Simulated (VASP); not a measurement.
**Single-point calculation, with input and output: Ge (part 2 of 2)**

Continued. System: Ge (Fd-3m, 16 atoms in the cell). Method: Kohn-Sham DFT of a periodic cell, PBEsol, VASP PAW PBE potentials, recommended, no spin polarisation (VASP 6.6.1); cutoff 350 eV, 2×2×2 k-mesh, Gaussian smearing of 0.05 eV. The structure derives from an entry of the Crystallography Open Database. The run did not end well. It belongs to a series of runs on one base structure; here: grid = ENCUT=350 dk=0.9 cell=2x2x2 ISMEAR=0 SIGMA=0.05 LREAL=Auto EDIFF=1e-06. The settings are looser than a standard set-up, so the numbers are not reference values.

Geometry of the input (Å; fractional positions):
```
0.0000  5.6578  5.6578
5.6578  0.0000  5.6578
5.6578  5.6578  0.0000
Ge 0.3750  0.3750  0.3750
Ge 0.3750  0.3750  0.8750
Ge 0.3750  0.8750  0.3750
Ge 0.3750  0.8750  0.8750
Ge 0.8750  0.3750  0.3750
Ge 0.8750  0.3750  0.8750
Ge 0.8750  0.8750  0.3750
Ge 0.8750  0.8750  0.8750
Ge 0.2500  0.2500  0.2500
Ge 0.2500  0.2500  0.7500
Ge 0.2500  0.7500  0.2500
Ge 0.2500  0.7500  0.7500
Ge 0.7500  0.2500  0.2500
Ge 0.7500  0.2500  0.7500
Ge 0.7500  0.7500  0.2500
Ge 0.7500  0.7500  0.7500
```

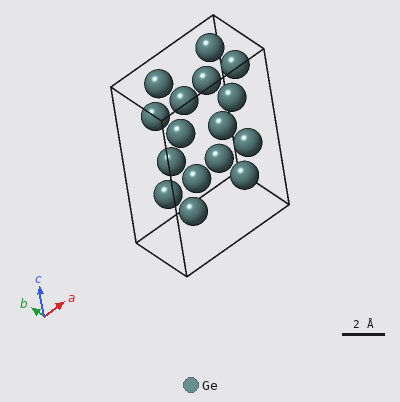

Figure 1. The input geometry (spheres-only view of the cell of the calculation, seen slightly off an axis). An atom can appear more than once, as a periodic image.

## Parts of OUTCAR, continued
```
 k-point     2 :       0.5000    0.0000    0.0000
  band No.  band energies     occupation
      1     -19.8658      2.00000
      2     -19.8658      2.00000
      3     -19.8658      2.00000
      4     -19.8658      2.00000
      5     -19.8658      2.00000
      6     -19.8658      2.00000
      7     -19.8505      2.00000
      8     -19.8505      2.00000
      9     -19.8505      2.00000
     10     -19.8505      2.00000
     11     -19.8505      2.00000
     12     -19.8505      2.00000
     13     -19.8382      2.00000
     14     -19.8382      2.00000
     15     -19.8382      2.00000
     16     -19.8382      2.00000
     17     -19.8112      2.00000
     18     -19.8112      2.00000
     19     -19.7824      2.00000
     20     -19.7824      2.00000
     21     -19.7824      2.00000
     22     -19.7824      2.00000
     23     -19.7824      2.00000
     24     -19.7824      2.00000
     25     -19.7553      2.00000
     26     -19.7553      2.00000
     27     -19.7553      2.00000
     28     -19.7553      2.00000
     29     -19.7145      2.00000
     30     -19.7145      2.00000
     31     -19.7145      2.00000
     32     -19.7145      2.00000
     33     -19.7145      2.00000
     34     -19.7145      2.00000
     35     -19.6948      2.00000
     36     -19.6948      2.00000
     37     -19.6948      2.00000
     38     -19.6948      2.00000
     39     -19.6948      2.00000
     40     -19.6948      2.00000
     41     -19.6759      2.00000
     42     -19.6759      2.00000
     43     -19.6759      2.00000
     44     -19.6759      2.00000
     45     -19.6759      2.00000
     46     -19.6759      2.00000
     47     -19.6274      2.00000
     48     -19.6274      2.00000
     49     -19.6274      2.00000
     50     -19.6274      2.00000
     51     -19.6274      2.00000
     52     -19.6274      2.00000
     53     -19.5974      2.00000
     54     -19.5974      2.00000
     55     -19.5974      2.00000
     56     -19.5974      2.00000
     57     -19.5958      2.00000
     58     -19.5958      2.00000
     59     -19.5958      2.00000
     60     -19.5958      2.00000
     61     -19.5958      2.00000
     62     -19.5958      2.00000
     63     -19.5817      2.00000
     64     -19.5817      2.00000
     65     -19.5374      2.00000
     66     -19.5374      2.00000
     67     -19.5373      2.00000
     68     -19.5373      2.00000
     69     -19.5224      2.00000
     70     -19.5224      2.00000
     71     -19.5224      2.00000
     72     -19.5224      2.00000
     73     -19.5224      2.00000
     74     -19.5224      2.00000
     75     -19.5079      2.00000
     76     -19.5079      2.00000
     77     -19.5079      2.00000
     78     -19.5079      2.00000
     79     -19.5079      2.00000
     80     -19.5079      2.00000
     81      -7.1501      2.00000
     82      -7.1501      2.00000
     83      -5.3848      2.00000
     84      -5.3848      2.00000
     85      -5.3848      2.00000
     86      -5.3848      2.00000
     87      -5.3848      2.00000
     88      -5.3848      2.00000
     89      -2.4953      2.00000
     90      -2.4953      2.00000
     91      -2.4953      2.00000
     92      -2.4953      2.00000
     93      -2.4953      2.00000
     94      -2.4953      2.00000
     95       0.1669      2.00000
     96       0.1669      2.00000
     97       1.1394      2.00000
     98       1.1394      2.00000
     99       1.1394      2.00000
    100       1.1394      2.00000
    101       1.1394      2.00000
    102       1.1394      2.00000
    103       2.4857      2.00000
    104       2.4857      2.00000
    105       2.4857      2.00000
    106       2.4857      2.00000
    107       2.4857      2.00000
    108       2.4857      2.00000
    109       4.0171      2.00000
    110       4.0171      2.00000
    111       4.0171      2.00000
    112       4.0171      2.00000
    113       5.5186      0.00000
    114       5.5186      0.00000
    115       6.2354      0.00000
    116       6.2354      0.00000
    117       6.2354      0.00000
    118       6.2354      0.00000
    119       6.2354      0.00000
    120       6.2354      0.00000

 k-point     3 :       0.5000    0.5000    0.0000
  band No.  band energies     occupation
      1     -19.8679      2.00000
      2     -19.8679      2.00000
      3     -19.8679      2.00000
      4     -19.8679      2.00000
      5     -19.8608      2.00000
      6     -19.8608      2.00000
      7     -19.8608      2.00000
      8     -19.8608      2.00000
      9     -19.8535      2.00000
     10     -19.8535      2.00000
     11     -19.8535      2.00000
     12     -19.8535      2.00000
     13     -19.8381      2.00000
     14     -19.8381      2.00000
     15     -19.8381      2.00000
     16     -19.8381      2.00000
     17     -19.8267      2.00000
     18     -19.8267      2.00000
     19     -19.7757      2.00000
     20     -19.7757      2.00000
     21     -19.7757      2.00000
     22     -19.7757      2.00000
     23     -19.7495      2.00000
     24     -19.7495      2.00000
     25     -19.7394      2.00000
     26     -19.7394      2.00000
     27     -19.7394      2.00000
     28     -19.7394      2.00000
     29     -19.7254      2.00000
     30     -19.7254      2.00000
     31     -19.7254      2.00000
     32     -19.7254      2.00000
     33     -19.7142      2.00000
     34     -19.7142      2.00000
     35     -19.7116      2.00000
     36     -19.7116      2.00000
     37     -19.7116      2.00000
     38     -19.7116      2.00000
     39     -19.6762      2.00000
     40     -19.6762      2.00000
     41     -19.6762      2.00000
     42     -19.6762      2.00000
     43     -19.6594      2.00000
     44     -19.6594      2.00000
     45     -19.6436      2.00000
     46     -19.6436      2.00000
     47     -19.6436      2.00000
     48     -19.6436      2.00000
     49     -19.6391      2.00000
     50     -19.6391      2.00000
     51     -19.6391      2.00000
     52     -19.6391      2.00000
     53     -19.6196      2.00000
     54     -19.6196      2.00000
     55     -19.6196      2.00000
     56     -19.6196      2.00000
     57     -19.6064      2.00000
     58     -19.6064      2.00000
     59     -19.6064      2.00000
     60     -19.6064      2.00000
     61     -19.5897      2.00000
     62     -19.5897      2.00000
     63     -19.5452      2.00000
     64     -19.5452      2.00000
     65     -19.5427      2.00000
     66     -19.5427      2.00000
     67     -19.5427      2.00000
     68     -19.5427      2.00000
     69     -19.5187      2.00000
     70     -19.5187      2.00000
     71     -19.5187      2.00000
     72     -19.5187      2.00000
     73     -19.5154      2.00000
     74     -19.5154      2.00000
     75     -19.5154      2.00000
     76     -19.5154      2.00000
     77     -19.5040      2.00000
     78     -19.5040      2.00000
     79     -19.5040      2.00000
     80     -19.5040      2.00000
     81      -6.8815      2.00000
     82      -6.8815      2.00000
     83      -6.0023      2.00000
     84      -6.0023      2.00000
     85      -6.0023      2.00000
     86      -6.0023      2.00000
     87      -3.8962      2.00000
     88      -3.8962      2.00000
     89      -3.8962      2.00000
     90      -3.8962      2.00000
     91      -1.6359      2.00000
     92      -1.6359      2.00000
     93      -1.6359      2.00000
     94      -1.6359      2.00000
     95       0.1816      2.00000
     96       0.1816      2.00000
     97       0.9565      2.00000
     98       0.9565      2.00000
     99       0.9565      2.00000
    100       0.9565      2.00000
    101       0.9957      2.00000
    102       0.9957      2.00000
    103       0.9957      2.00000
    104       0.9957      2.00000
    105       2.8510      2.00000
    106       2.8510      2.00000
    107       2.8510      2.00000
    108       2.8510      2.00000
    109       3.3908      2.00000
    110       3.3908      2.00000
    111       3.3908      2.00000
    112       3.3908      2.00000
    113       5.8345      0.00000
    114       5.8345      0.00000
    115       6.8087      0.00000
    116       6.8087      0.00000
    117       6.8087      0.00000
    118       6.8087      0.00000
    119       7.5833      0.00000
    120       7.5833      0.00000

------------------------ aborting loop EDIFF was not reached (unconverged)  ----------------------------

  FORCE on cell =-STRESS in cart. coord.  units (eV):
  Direction    XX          YY          ZZ          XY          YZ          ZX
  --------------------------------------------------------------------------------------
  -------------------------------------------------------------------------------------
  Total        2.7572663      2.7572663      2.7572663     -0.0000000     -0.0000000      0.0000000
  in kB       12.1958457     12.1958457     12.1958457     -0.0000000     -0.0000000      0.0000000
  external PRESSURE =      12.1958457 kB  Pullay stress =       0.0000000 kB

 VOLUME and BASIS-vectors are now :
 -----------------------------------------------------------------------------
  energy-cutoff  :      350.00
  volume of cell :      362.22
      direct lattice vectors                 reciprocal lattice vectors
     0.000000000  5.657820000  5.657820000    -0.088373260  0.088373260  0.088373260
     5.657820000  0.000000000  5.657820000     0.088373260 -0.088373260  0.088373260
     5.657820000  5.657820000  0.000000000     0.088373260  0.088373260 -0.088373260

 POSITION                                       TOTAL-FORCE (eV/Angst)
 -----------------------------------------------------------------------------------
      4.24336      4.24336      4.24336         0.000000      0.000000     -0.000000
      7.07227      7.07227      4.24336         0.000000     -0.000000     -0.000000
      7.07227      4.24336      7.07227         0.000000     -0.000000     -0.000000
      9.90118      7.07227      7.07227        -0.000000     -0.000000     -0.000000
      4.24336      7.07227      7.07227         0.000000      0.000000     -0.000000
      7.07227      9.90118      7.07227         0.000000     -0.000000     -0.000000
      7.07227      7.07227      9.90118         0.000000     -0.000000     -0.000000
      9.90118      9.90118      9.90118         0.000000     -0.000000     -0.000000
      2.82891      2.82891      2.82891         0.000000      0.000000      0.000000
      5.65782      5.65782      2.82891        -0.000000      0.000000      0.000000
      5.65782      2.82891      5.65782         0.000000      0.000000      0.000000
      8.48673      5.65782      5.65782        -0.000000     -0.000000      0.000000
      2.82891      5.65782      5.65782         0.000000      0.000000      0.000000
      5.65782      8.48673      5.65782        -0.000000      0.000000      0.000000
      5.65782      5.65782      8.48673        -0.000000      0.000000      0.000000
      8.48673      8.48673      8.48673        -0.000000     -0.000000      0.000000
 -----------------------------------------------------------------------------------
    total drift:                               -0.000012     -0.000012     -0.000013

  FREE ENERGIE OF THE ION-ELECTRON SYSTEM (eV)
  ---------------------------------------------------
  free  energy   TOTEN  =       -76.8590106650 eV

  energy  without entropy=      -76.8473127914  energy(sigma->0) =      -76.85316173
```

## CONTCAR
```
Ge
   1.00000000000000
     0.0000000000000000    5.6578200000000001    5.6578200000000001
     5.6578200000000001    0.0000000000000000    5.6578200000000001
     5.6578200000000001    5.6578200000000001    0.0000000000000000
  Ge
    16
Direct
     0.3750000000000000    0.3750000000000000    0.3750000000000000
     0.3750000000000000    0.3750000000000000    0.8750000000000000
     0.3750000000000000    0.8750000000000000    0.3750000000000000
     0.3750000000000000    0.8750000000000000    0.8750000000000000
     0.8750000000000000    0.3750000000000000    0.3750000000000000
     0.8750000000000000    0.3750000000000000    0.8750000000000000
     0.8750000000000000    0.8750000000000000    0.3750000000000000
     0.8750000000000000    0.8750000000000000    0.8750000000000000
     0.2500000000000000    0.2500000000000000    0.2500000000000000
     0.2500000000000000    0.2500000000000000    0.7500000000000000
     0.2500000000000000    0.7500000000000000    0.2500000000000000
     0.2500000000000000    0.7500000000000000    0.7500000000000000
     0.7500000000000000    0.2500000000000000    0.2500000000000000
     0.7500000000000000    0.2500000000000000    0.7500000000000000
     0.7500000000000000    0.7500000000000000    0.2500000000000000
     0.7500000000000000    0.7500000000000000    0.7500000000000000

  0.00000000E+00  0.00000000E+00  0.00000000E+00
  0.00000000E+00  0.00000000E+00  0.00000000E+00
  0.00000000E+00  0.00000000E+00  0.00000000E+00
  0.00000000E+00  0.00000000E+00  0.00000000E+00
  0.00000000E+00  0.00000000E+00  0.00000000E+00
  0.00000000E+00  0.00000000E+00  0.00000000E+00
  0.00000000E+00  0.00000000E+00  0.00000000E+00
  0.00000000E+00  0.00000000E+00  0.00000000E+00
  0.00000000E+00  0.00000000E+00  0.00000000E+00
  0.00000000E+00  0.00000000E+00  0.00000000E+00
  0.00000000E+00  0.00000000E+00  0.00000000E+00
  0.00000000E+00  0.00000000E+00  0.00000000E+00
  0.00000000E+00  0.00000000E+00  0.00000000E+00
  0.00000000E+00  0.00000000E+00  0.00000000E+00
  0.00000000E+00  0.00000000E+00  0.00000000E+00
  0.00000000E+00  0.00000000E+00  0.00000000E+00
```
